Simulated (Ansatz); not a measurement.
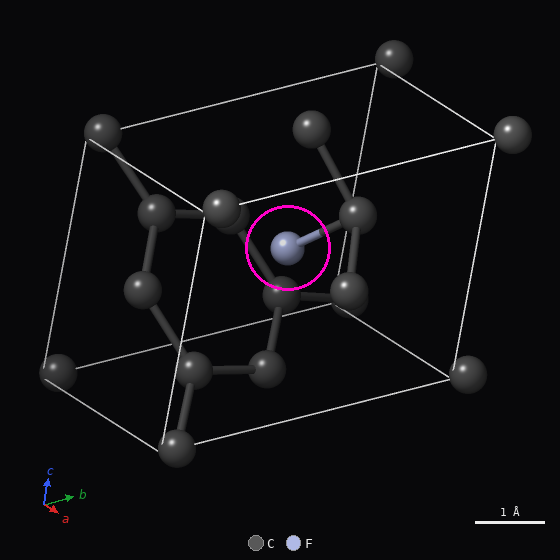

The figure gives a ball-and-stick picture of the atoms, viewed slightly off an axis. The edges of the supercell are marked. The host is C, in a cell of 8 sites, and the cell is neutral. A ring marks the defect's site.

Identify the point defect.

Answer. An interstitial fluorine atom. It is bonded to one C at about 1.4 Å.

Setup: DFT PBE+D3(BJ), scalar-relativistic, plane waves, PAW in Ansatz 0.2.0; plane waves up to 420 eV, k-grid 4×4×4, Gaussian smearing of 0.01 eV, collinear spins.

Is there a net moment in the defective cell?

Answer. No net moment.

The atoms were relaxed in the host's cell with DFT PBE+D3(BJ), scalar-relativistic, plane waves, PAW (Ansatz 0.2.0).
